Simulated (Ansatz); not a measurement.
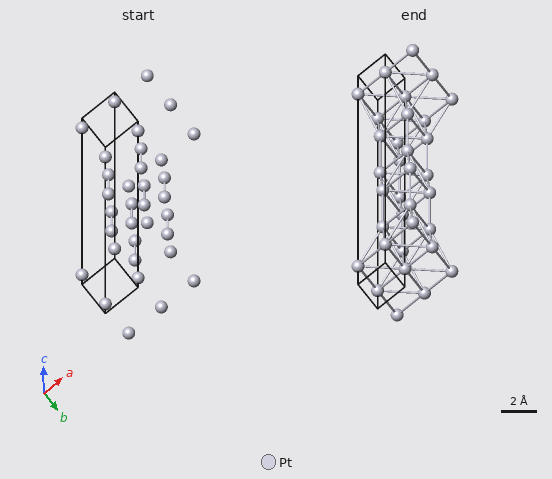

The structure of solid Pt (built on the O_166 type) (coarse preliminary run) before (left) and after (right) a relaxation, at one scale.

The picture is a ball-and-stick view of the conventional cell (3 times the calculation's cell), repeated 2 × 2 × 1 with one cell outlined, seen from a free direction. Lengths and directions refer to the drawn axes.

Case: O type (R-3m, No. 166).

Level of theory: Ansatz, DFT PBE, scalar-relativistic, plane waves, PAW. Set-up: plane-wave cutoff 420 eV; k-point mesh 6 × 6 × 6; occupations gaussian; smearing width 0.1 eV; no spin polarisation; cell and atoms relaxed; force threshold 0.04 eV/Å; at most 70 steps.

Summarise the run.

The largest moves relative to the cell, 0.44 Å, are those of Pt atoms. The drawn cell changes as follows: a = b 3.285 → 2.752 Å (−16.2 %), c 11.798 → 14.809 Å (+25.5 %); the volume changes by −11.9 %. Near-neighbour distances that change, for instance: Pt–Pt 1.362 → 2.590 Å, Pt–Pt 3.285 → 2.752 Å, Pt–Pt 3.195 → 2.834 Å. The space group stays R-3m (No. 166). Over 9 accepted moves (12 points after the start) the energy falls by 34931 meV per atom. The largest force component goes from 320 to 0.006 eV/Å. The pressure goes from 625.08 to −0.23 GPa. The line search rejected the trial step at point 7 of the run. The SCF was repeated twice at an unchanged geometry on a basis and grid sized afresh for the cell, which shifted the energy by 25.0 meV per atom at most. The run took roughly 10 core-seconds on a shared host.
